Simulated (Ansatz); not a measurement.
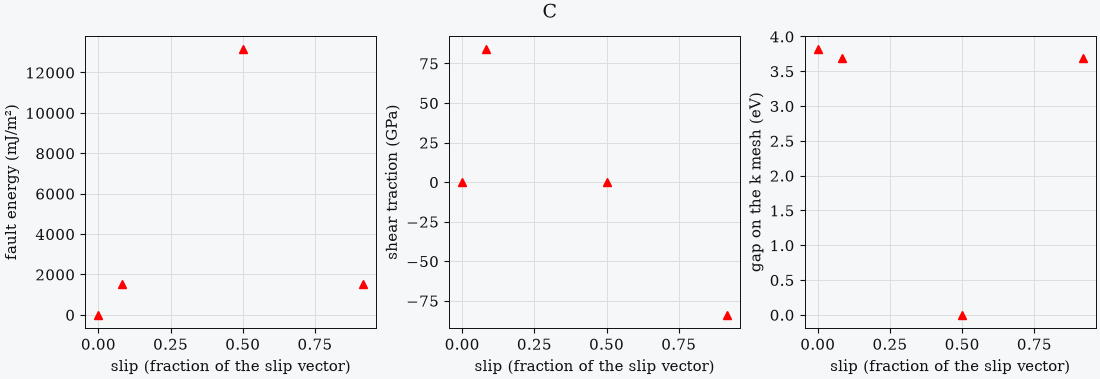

The plot gives the computed fault energy, shear traction and gap on the k mesh against slip for C, space group P6_3/mmc (No. 194).

The given structure:
```
CELL_PARAMETERS angstrom
-2.50319 0.00000 0.00000
-1.25160 -2.16783 0.00000
0.00000 0.00000 12.50665
ATOMIC_POSITIONS crystal
C 0.33333 0.33333 0.93756
C 0.33333 0.33333 0.27089
C 0.33333 0.33333 0.60423
C 0.66667 0.66667 0.10423
C 0.66667 0.66667 0.43756
C 0.66667 0.66667 0.77089
C 0.33333 0.33333 0.06241
C 0.33333 0.33333 0.39574
C 0.33333 0.33333 0.72907
C 0.66667 0.66667 0.22907
C 0.66667 0.66667 0.56241
C 0.66667 0.66667 0.89574
```

Calculation (Ansatz 0.2.0): rigid slide of a crystal across a plane by tilting cell vector c, one fault a cell, unrelaxed, by plane-wave density functional theory with PAW datasets, free energies less that of the undisturbed cell; scalar-relativistic. Level: r2SCAN, no spin polarisation.

| setting | value |
| --- | --- |
| wave cutoff | 500 eV |
| k mesh | 10×10×2 |
| occupations | Gaussian |
| smearing width | 0.05 eV |
| k shift | (0, 0, 0) (mesh steps) |
| start | relaxed |
| height of the cut | 0 (fraction of cell vector c) |
| slip vector | (1, 1) (multiples of cell vectors a and b) |

The points at slip 0.5833, 0.6667, 0.75, 0.8333 and 0.9167 follow from computed ones by symmetry.

The points at slip 0.1667, 0.2500, 0.3333, 0.4167, 0.5833, 0.6667, 0.7500 and 0.8333 are left out of the plot. What values does the calculation give there?

```
slip (fraction of the slip vector)  fault energy (mJ/m²)  shear traction (GPa)  gap on the k mesh (eV)
                            0.1667                5901.7                   153                   2.484
                            0.2500               11758.3                   153                   0.000
                            0.3333               14507.2                     0                   0.000
                            0.4167               13677.4                   -28                   0.000
                            0.5833               13677.4                    28                   0.000
                            0.6667               14507.2                     0                   0.000
                            0.7500               11758.3                  -153                   0.000
                            0.8333                5901.7                  -153                   2.484
```

Limits of the calculation: gap closes along the scan on a mesh chosen for the insulator.
